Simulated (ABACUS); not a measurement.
## Run report: Be2C, single-point calculation at one volume of an equation of state (part 1 of 2)

- system: Be2C (Fm-3m, 3 atoms in the cell)
- method: Kohn-Sham DFT of a periodic cell, PBE, PseudoDojo NC SR 0.4.1 PBE standard, no spin polarisation (ABACUS 3.10.1)

The structure derives from an entry of the Crystallography Open Database. It belongs to a series of runs on one base structure; here: volume scaled by 1.04.

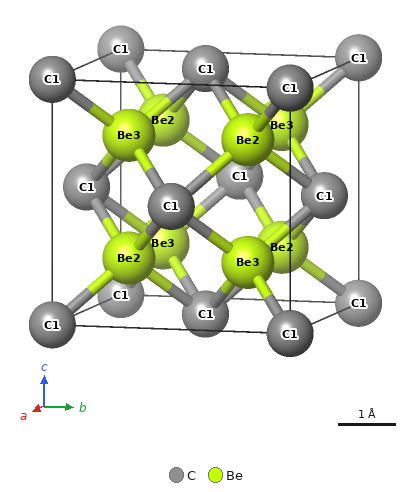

Figure 1. The structure as given in the input (ball-and-stick view of the cell 4 times as large as that of the calculation, set on its symmetry axes, seen slightly off an axis; atoms are numbered from 1 in the order of the input).

## The input
```
INPUT_PARAMETERS
suffix              Be2C
calculation         scf
basis_type          pw
pseudo_dir          ./
symmetry            1
dft_functional      pbe
ecutwfc             89
pseudo_rcut         10
nspin               1
nbands              10
ks_solver           dav
smearing_method     fd
smearing_sigma      0.00367493
scf_thr             1e-08
scf_nmax            100
mixing_type         broyden
mixing_beta         0.7
cal_force           1
cal_stress          1
kpar                4
```

## File STRU
```
ATOMIC_SPECIES
C 12.0110 C.upf
Be 9.0122 Be.upf

LATTICE_CONSTANT
1.8897261246

LATTICE_VECTORS
0.0000000000 2.1934901093 2.1934901093
2.1934901093 0.0000000000 2.1934901093
2.1934901093 2.1934901093 0.0000000000

ATOMIC_POSITIONS
Direct

C
0.0
1
0.0000000000 0.0000000000 0.0000000000 1 1 1

Be
0.0
2
0.7500000000 0.7500000000 0.7500000000 1 1 1
0.2500000000 0.2500000000 0.2500000000 1 1 1
```

## File KPT
```
K_POINTS
0
Gamma
11 11 11 0 0 0
```

Hardware: 4 threads of Intel Xeon (Granite Rapids), 16 GiB of memory available, shared host.

Command:
```bash
OMP_NUM_THREADS=1 mpirun -np 4 abacus > log
```

## What the program printed
```
ABACUS v3.10.1

               Atomic-orbital Based Ab-initio Computation at UStc

 ------------------------------------------------------------------------------------

 READING GENERAL INFORMATION
                           global_out_dir = OUT.Be2C/
                           global_in_card = INPUT
                               pseudo_dir = ./
                              orbital_dir =
                                    DSIZE = 4
                                    GSIZE = 1

 READING UNITCELL INFORMATION
                                    ntype = 2
                  lattice constant (Bohr) = 1.88973
              lattice constant (Angstrom) = 1

 READING ATOM TYPE 1
                               atom label = C
                      L=0, number of zeta = 1
                      L=1, number of zeta = 1
                      L=2, number of zeta = 1
             number of atom for this type = 1

 READING ATOM TYPE 2
                               atom label = Be
                      L=0, number of zeta = 1
                      L=1, number of zeta = 1
                      L=2, number of zeta = 1
             number of atom for this type = 2

                        TOTAL ATOM NUMBER = 3
DIRECT COORDINATES
    atom                   x                   y                   z     mag                  vx                  vy                  vz
taud_C1            0.0000000000        0.0000000000        0.0000000000  0.0000        0.0000000000        0.0000000000        0.0000000000
taud_Be1            0.7500000000        0.7500000000        0.7500000000  0.0000        0.0000000000        0.0000000000        0.0000000000
taud_Be2            0.2500000000        0.2500000000        0.2500000000  0.0000        0.0000000000        0.0000000000        0.0000000000

                          Volume (Bohr^3) = 142.441
                             Volume (A^3) = 21.1075

 Lattice vectors: (Cartesian coordinate: in unit of a_0)
                   +0            +2.19349            +2.19349
             +2.19349                  +0            +2.19349
             +2.19349            +2.19349                  +0
 Reciprocal vectors: (Cartesian coordinate: in unit of 2 pi/a_0)
            -0.227947           +0.227947           +0.227947
            +0.227947           -0.227947           +0.227947
            +0.227947           +0.227947           -0.227947
 The esolver type has been set to : ksdft_pw

                PAO radial cut off (Bohr) = 10

 Read in pseudopotential file is C.upf
                     pseudopotential type = NC
          exchange-correlation functional = PBE
                 nonlocal core correction = 1
                        valence electrons = 4
                                     lmax = 1
                           number of zeta = 2
                     number of projectors = 4
                           L of projector = 0
                           L of projector = 0
                           L of projector = 1
                           L of projector = 1
                PAO radial cut off (Bohr) = 10

 Read in pseudopotential file is Be.upf
                     pseudopotential type = NC
          exchange-correlation functional = PBE
                 nonlocal core correction = 0
                        valence electrons = 4
                                     lmax = 1
                           number of zeta = 2
                     number of projectors = 4
                           L of projector = 0
                           L of projector = 0
                           L of projector = 1
                           L of projector = 1
     initial pseudo atomic orbital number = 8

 SETUP THE ELECTRONS NUMBER
             electron number of element C = 4
       total electron number of element C = 4
            electron number of element Be = 4
      total electron number of element Be = 8
            AUTOSET number of electrons:  = 12
                           occupied bands = 6
                                   NBANDS = 10
                                   NLOCAL = 27

%%%%%%%%%%%%%%%%%%%%%%%%%%%%%%%%%%%%%%%%%%%%%%%%%%%%%%%%%%%%%%%%%%%%%%%%%%%%%%%%%%%%%%%%%%%%%%%%%%%%%%%%%%
 Warning: the number of valence electrons in pseudopotential > 2 for Be: [He] 2s2
 Pseudopotentials with additional electrons can yield (more) accurate outcomes, but may be less efficient.
 If you're confident that your chosen pseudopotential is appropriate, you can safely ignore this warning.
%%%%%%%%%%%%%%%%%%%%%%%%%%%%%%%%%%%%%%%%%%%%%%%%%%%%%%%%%%%%%%%%%%%%%%%%%%%%%%%%%%%%%%%%%%%%%%%%%%%%%%%%%%

 SETUP THE PLANE WAVE BASIS
 energy cutoff for charge/potential (unit:Ry) = 356
            fft grid for charge/potential = [ 36, 36, 36 ]
                        fft grid division = [ 1, 1, 1 ]
        big fft grid for charge/potential = [ 36, 36, 36 ]
                                     nbxx = 46656
                                     nrxx = 46656

 SETUP PLANE WAVES FOR CHARGE/POTENTIAL
                    number of plane waves = 16265
                         number of sticks = 847

 PARALLEL PW FOR CHARGE/POTENTIAL
     PROC   COLUMNS(POT)             PW
        1            847          16265
 --------------- sum -------------------
        1            847          16265
                            number of |g| = 209
                                  max |g| = 32.1632
                                  min |g| = 0

----------- Double Check Mixing Parameters Begin ------------
mixing_type: broyden
mixing_beta: 0.7
mixing_gg0: 1
mixing_gg0_min: 0.1
mixing_ndim: 8
----------- Double Check Mixing Parameters End ------------

 LATTICE VECTORS: (CARTESIAN COORDINATE: IN UNIT OF A0)
                   +0            +2.19349            +2.19349
             +2.19349                  +0            +2.19349
             +2.19349            +2.19349                  +0
                       right hand lattice = 1
                                   NORM_A = 3.10206
                                   NORM_B = 3.10206
                                   NORM_C = 3.10206
                           ALPHA (DEGREE) = 60
                           BETA  (DEGREE) = 60
                           GAMMA (DEGREE) = 60

 The lattice vectors have been changed (STRU_SIMPLE.cif)

(for optimal symmetric configuration:)
                             BRAVAIS TYPE = 3
                     BRAVAIS LATTICE NAME = 03. Cubic F (face-centered)
                                    ibrav = 3
                                    IBRAV = 3
                                  BRAVAIS = FACE CENTERED CUBIC
                       LATTICE CONSTANT A = 4.38698
Original cell was already a primitive cell.
                        ROTATION MATRICES = 48
              PURE POINT GROUP OPERATIONS = 48
                   SPACE GROUP OPERATIONS = 48
                              POINT GROUP = O_h
               POINT GROUP IN SPACE GROUP = O_h

 SETUP K-POINTS
                                    nspin = 1
                   Input type of k points = Monkhorst-Pack(Gamma)
                                   nkstot = 1331
                       right hand lattice = 1
(for reciprocal lattice: )
                             BRAVAIS TYPE = 2
                     BRAVAIS LATTICE NAME = 02. Cubic I (body-centered)
                                    ibrav = 2
                       right hand lattice = 1
(for k-lattice: )
                             BRAVAIS TYPE = 2
                     BRAVAIS LATTICE NAME = 02. Cubic I (body-centered)
                                    ibrav = 2
                       right hand lattice = 1
                        ROTATION MATRICES = 48
                               nkstot_ibz = 56
K-POINTS REDUCTION ACCORDING TO SYMMETRY
     IBZ    DIRECT_X    DIRECT_Y    DIRECT_Z  WEIGHT  ibz2bz
       1  0.00000000  0.00000000  0.00000000  0.0008       0
       2  0.09090909  0.09090909  0.09090909  0.0060       1
       3  0.18181818  0.18181818  0.18181818  0.0060       2
       4  0.27272727  0.27272727  0.27272727  0.0060       3
       5  0.36363636  0.36363636  0.36363636  0.0060       4
       6  0.45454545  0.45454545  0.45454545  0.0060       5
       7  0.09090909  0.09090909  0.00000000  0.0045      12
       8  0.18181818  0.18181818  0.09090909  0.0180      13
       9  0.27272727  0.27272727  0.18181818  0.0180      14
      10  0.36363636  0.36363636  0.27272727  0.0180      15
      11  0.45454545  0.45454545  0.36363636  0.0180      16
      12 -0.45454545  0.45454545  0.45454545  0.0180      17
      13  0.45454545  0.36363636  0.36363636  0.0180      18
      14  0.36363636  0.27272727  0.27272727  0.0180      19
      15  0.27272727  0.18181818  0.18181818  0.0180      20
      16  0.18181818  0.09090909  0.09090909  0.0090      21
      17  0.18181818  0.18181818  0.00000000  0.0045      24
      18  0.27272727  0.27272727  0.09090909  0.0180      25
      19  0.36363636  0.36363636  0.18181818  0.0180      26
      20  0.45454545  0.45454545  0.27272727  0.0180      27
      21 -0.36363636  0.45454545  0.45454545  0.0180      28
      22 -0.45454545  0.36363636  0.36363636  0.0180      29
      23  0.45454545  0.27272727  0.27272727  0.0180      30
      24  0.36363636  0.18181818  0.18181818  0.0090      31
      25  0.27272727  0.27272727  0.00000000  0.0045      36
      26  0.36363636  0.36363636  0.09090909  0.0180      37
      27  0.45454545  0.45454545  0.18181818  0.0180      38
      28 -0.27272727  0.45454545  0.45454545  0.0180      39
      29 -0.36363636  0.36363636  0.36363636  0.0180      40
      30 -0.45454545  0.27272727  0.27272727  0.0090      41
[... 26 further k points ...]

                               nkstot now = 56
[... K-POINTS DIRECT COORDINATES: 56 rows ...]

           k-point number in this process = 14
       minimum distributed K point number = 14
[... stars of the k points ...]

[... K-POINTS CARTESIAN COORDINATES: 14 rows ...]

[... K-POINTS DIRECT COORDINATES: 14 rows ...]

 SETUP PLANE WAVES FOR WAVE FUNCTIONS
     energy cutoff for wavefunc (unit:Ry) = 89
              fft grid for wave functions = [ 36, 36, 36 ]
                    number of plane waves = 2741
                         number of sticks = 253

 PARALLEL PW FOR WAVE FUNCTIONS
     PROC   COLUMNS(POT)             PW
        1            253           2741
 --------------- sum -------------------
        1            253           2741

 SETUP NONLOCAL PSEUDOPOTENTIALS IN PLANE WAVE BASIS
 C non-local projectors:
 projector 1 L=0
 projector 2 L=0
 projector 3 L=1
 projector 4 L=1
 Be non-local projectors:
 projector 1 L=0
 projector 2 L=0
 projector 3 L=1
 projector 4 L=1
      TOTAL NUMBER OF NONLOCAL PROJECTORS = 24

 Init Non-Local PseudoPotential table :
 Init Non-Local-Pseudopotential done.

                                     npwx = 2031

 Make real space PAO into reciprocal space.
       max mesh points in Pseudopotential = 1001
     dq(describe PAO in reciprocal space) = 0.01
                                    max q = 1136

 number of pseudo atomic orbitals for C is 2
WARNING: norm of atomic wavefunction # 2 of atomic type C is 0.999989, renormalized
```
